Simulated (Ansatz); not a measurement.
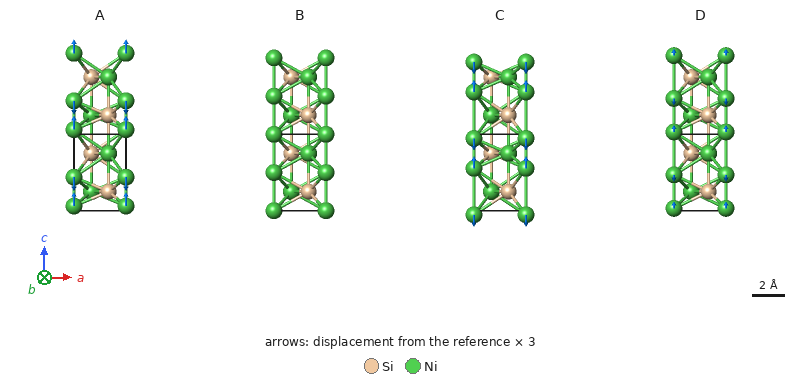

Energy scan for solid SiNi$_{2}$ (P6_3/mmc), in which a normal mode at the zone centre is frozen in with the cell fixed, the amplitude being the largest displacement of an atom. A ball-and-stick model of the cell of the calculation, repeated 1 × 2 × 2 with one cell outlined, seen along the b axis. Blue arrows: displacements from the reference.

Theory: DFT PBEsol, scalar-relativistic, plane waves, PAW in Ansatz 0.2.0. (plane-wave cutoff 420 eV; k-point mesh 12 × 12 × 10; occupations gaussian; smearing width 0.15 eV; no spin polarisation). Energies (free energies at the smearing named) are counted from the relaxed crystal.

Q: Order these geometries by energy, lowest first.

A: Lowest first: B (the amplitude 0.00 Å, 0.00 eV/cell), D (the amplitude −0.15 Å, 0.50 eV/cell), C (the amplitude 0.2625 Å, 1.85 eV/cell), A (the amplitude −0.30 Å, 2.61 eV/cell). Over the whole scan: the harmonic wavenumber of the mode is 308 cm⁻¹, a stable vibration. The lowest computed point lies at the amplitude 0.00 Å (0.00 eV/cell). The end points stand at 2.61 eV/cell (−0.30 Å) and 2.61 eV/cell (0.30 Å). The well is symmetric. At the highest point the shortest interatomic distance is 1.86 Å, against 2.23 Å in the reference. The distortion takes the space group from P6_3/mmc to P-6m2.

Limits of the set-up: an element that often carries a moment was run without spin polarisation.
